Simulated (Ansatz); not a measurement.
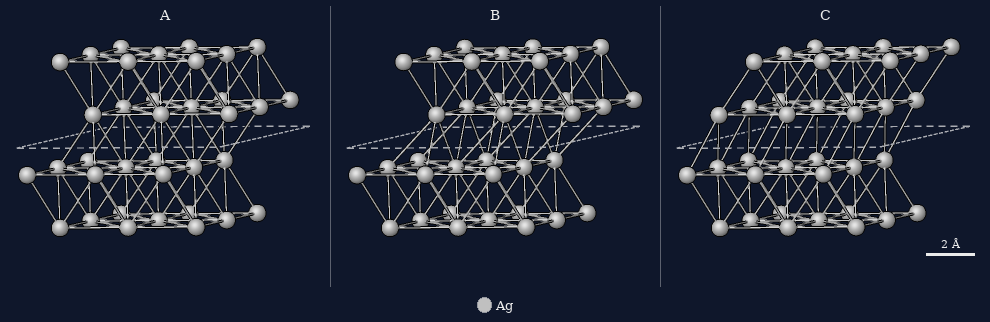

A scan of solid Ag (Fm-3m) along one coordinate. The picture is a ball-and-stick view of the layers on both sides of the dashed plane, seen from the side, nearly along that plane.

Level of theory: DFT PBEsol, scalar-relativistic, plane waves, PAW in Ansatz. Set-up: plane-wave cutoff 420 eV; k-point mesh 18 × 18 × 4; occupations gaussian; smearing width 0.15 eV; no spin polarisation. Energies (free energies at the smearing named) are counted from the cell as listed in its source, which wasn't relaxed.

Which coordinate changes from frame to frame?

Answer. The crystal above a cut along the (1 1 1) plane of the conventional cell (between a plane of Ag below and one of Ag above, 2.36 Å apart) is slid rigidly by fractions of an in-plane lattice vector 2.89 Å long (a generalised stacking fault). In the frames the slip is 0.00 (A), 0.20 (B), 0.50 (C). One cut stands in each cell, which starts 14.2 Å high; nothing is relaxed, and the dashed outline marks the cut. Their energies are 0 mJ/m², 182 mJ/m², 573 mJ/m².
